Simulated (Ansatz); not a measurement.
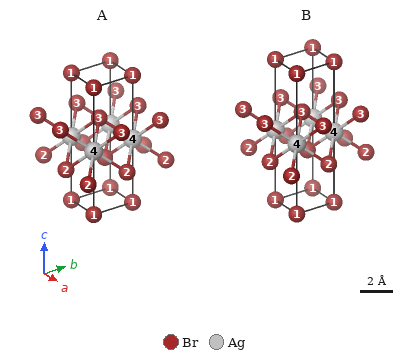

Two geometries of crystalline AgBr$_{3}$ (a generated structure, set up in P-3m1), drawn at one scale. One is the start of a relaxation, the other its converged end. Style: ball-and-stick. Shown: the cell of the calculation, slightly off an axis.

Computed with DFT, PAW plane waves, r2SCAN (Ansatz 0.2.0). Set-up: plane-wave cutoff 500 eV; k-point mesh 10 × 10 × 4; occupations fermi dirac; smearing width 0.1 eV; no spin polarisation; cell and atoms relaxed; at most 80 steps.

Which one is relaxed?

Answer. Structure A is the relaxed one. The start is a swapped structure. After 6 accepted moves (7 points after the start) the energy has fallen by 54.2 meV per atom. Largest force component: 0.94 eV/Å at the start, 0.0051 eV/Å at the end. The pressure goes from 3.31 to 0.00 GPa. The SCF was repeated once at an unchanged geometry on a basis and grid sized afresh for the cell, which shifted the energy by 0.1 meV per atom at most. The largest moves relative to the cell, 0.21 Å, are those of Br2 and Br3. Br2 goes along −c. Ag stays in place. The drawn cell changes as follows: a = b 3.723 → 3.883 Å (+4.3 %), c 9.118 → 8.242 Å (−9.6 %); the volume changes by −1.7 %. Among the contacts that change: Br2–Ag4 2.633 → 2.742 Å. The space group stays P-3m1 (No. 164).
